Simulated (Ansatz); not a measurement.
System: Si$_{8}$N (distorted or defective cell).

Input file:

```
crystal:
  lattice:
    - [4.6579848274, 2.689288794, 1.8598059153]
    - [-4.6579848274, 2.689288794, 1.8598059153]
    - [0.0, -5.378577588, 1.8598059153]
  atoms:
    - { symbol: Si, position: [0.0230623328, 0.721416578, 0.5253456073] }
    - { symbol: Si, position: [0.9769376672, 0.278583422, 0.4746543927] }
    - { symbol: Si, position: [0.7155045384, 0.7155045384, 0.7155045384] }
    - { symbol: Si, position: [0.278583422, 0.4746543927, 0.9769376672] }
    - { symbol: Si, position: [0.4746543927, 0.9769376672, 0.278583422] }
    - { symbol: Si, position: [0.721416578, 0.5253456073, 0.0230623328] }
    - { symbol: Si, position: [0.2844954616, 0.2844954616, 0.2844954616] }
    - { symbol: Si, position: [0.5253456073, 0.0230623328, 0.721416578] }
    - { symbol: "N", position: [0.021416578, 0.4253456073, -0.7769376672] }
basis:
  ecutwfc: 420
kpoints:
  mp_grid: { grid: [6, 6, 6] }
hamiltonian:
  xc: lda
  pseudopotentials: { kind: paw, azcp: { folder: soft_1 } }
scf:
  occupations: { method: gaussian, width: 0.15 }
output:
  forces: true
  stress: true
  eigenvalues: true
  write_density: true
  write_potential: true
  elf: true
  volumetric_format: npy
```

Run with:

```sh
ansatz run input.yaml --threads 4 --pin off --max-ram 8192MiB --backend cpu --events-out ev --progress --plain --runs-dir out
```

Not relaxed (largest force 1.3 eV/Å); computed pressure about 3 GPa in this cell; computed without spin polarisation; PAW files of the earlier set (soft_1).

Computed with DFT LDA, scalar-relativistic, plane waves, PAW (Ansatz 0.2.0).

Question: Predict the valence pseudo-density and electron localisation function between the atoms.

Answer: Si–N (1.91 Å): ρ at the midpoint is about 0.71 e/Å³; the ELF peaks at about 0.80 between the atoms.
Si–Si (2.35 Å): the density is about 0.53 e/Å³ at the midpoint; the ELF peaks at about 0.90 between the atoms.

Question: Does the calculation give a band gap?

Answer: It is gapless in this calculation (a metal or semimetal).

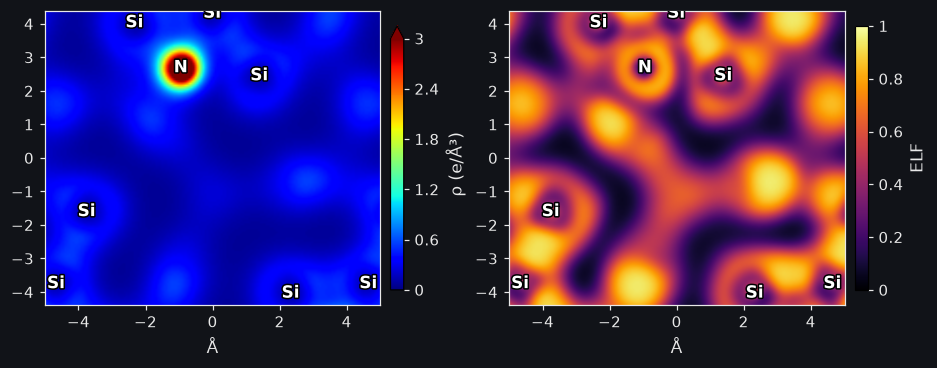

Computed valence pseudo-density and electron localisation function on the (111) plane of the calculation cell, in this order. Atoms just off the plane (Si, 0.8 Å away) can leave unmarked features too.

The density is the valence pseudo-density of a PAW calculation; it isn't the true density close to the nuclei.
